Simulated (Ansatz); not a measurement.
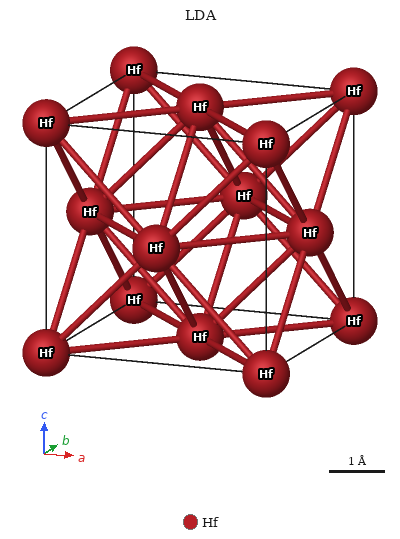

Solid Hf (set up in Fm-3m), relaxed (cell and atoms) with several functionals. The picture shows the result with LDA. Style: ball-and-stick. Shown: the conventional cell (4 times the calculation's cell), slightly off an axis. Lengths and directions refer to the drawn axes.

Computed with Ansatz 0.2.0: Ansatz PAW. Set-up: plane-wave cutoff 420 eV; k-point mesh 10 × 10 × 10; occupations fermi-dirac; smearing width 0.05 eV; no spin polarisation; cell and atoms relaxed; force threshold 0.01 eV/Å.

| functional | volume (Å³/atom) | a (Å) |
| --- | --- | --- |
| LDA | 20.759 | 4.363 |
| r2SCAN | 22.435 | 4.477 |
| PBE | ? | ? |
| PBEsol | 21.553 | 4.418 |

### Fill in the missing row.

With PBE the volume is the largest of the series, above r2SCAN (22.435). The calculation gives 22.516 Å³/atom (a = 4.482 Å). In order of volume: LDA < PBEsol < r2SCAN < PBE; the spread is 8.5 %.

Each member starts from this one structure; whether another phase lies lower wasn't checked.
